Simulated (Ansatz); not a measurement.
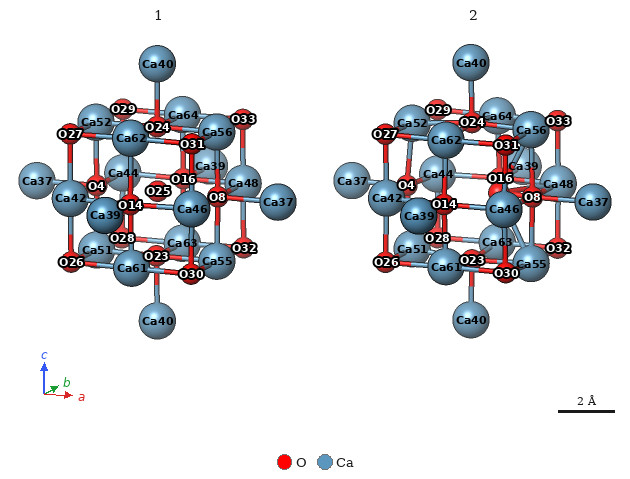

Two geometries of a defect cell of composition O$_{33}$Ca$_{31}$ (cell charge +2), drawn at one scale. One is the start of a relaxation, the other its converged end. The picture is a ball-and-stick view of the atoms within 5.0 Å of the atom that moves most (axes of the cell of the calculation (origin shifted)), seen slightly off an axis.

These are results of DFT, PBEsol, PAW, plane waves (Ansatz 0.2.0), not measurements. Set-up: plane-wave cutoff 420 eV; k-point mesh 1 × 1 × 1; mesh shifted by (0.25, 0.25, 0.25); collinear spin; atoms relaxed in a fixed cell; force threshold 0.03 eV/Å; at most 80 steps.

Question: Which of the two is the end point?

Answer: Structure 2 is the relaxed one. The atoms of the start lie slightly off their symmetric places, so part of the fall in energy undoes that. Over 11 geometry steps the energy falls by 2.751 eV per cell of the calculation. Largest force component: 0.73 eV/Å at the start, 0.0084 eV/Å at the end. O25 moves most: 1.03 Å along +a. Largest moves by element: O 1.03 Å, Ca 0.11 Å. The lattice vectors keep their values. Among the contacts that change: O8–O25 2.376 → 1.345 Å, O25–Ca56 3.354 → 2.765 Å, O25–Ca46 3.379 → 2.810 Å, O25–Ca48 3.347 → 2.777 Å. New bonds form, among them: O25–Ca46 (3.38 → 2.81 Å), O25–Ca48 (3.35 → 2.78 Å), O25–Ca56 (3.35 → 2.76 Å), O8–O25 (2.38 → 1.35 Å). Among the angles between lasting bonds that change: Ca42–O4–Ca44 179.9° → 169.8°, Ca62–O24–Ca64 179.1° → 170.0°, Ca63–O16–Ca64 177.4° → 170.0°. The program noted that the starting moments weren't kept. The run took 22 s on 1 × NVIDIA GB300 Max-Q with 8 threads of Arm Neoverse-V2, peak memory 1.9 GiB.

Limits of the set-up: the cell is charged, on a uniform background, and energies carry no finite-size correction.
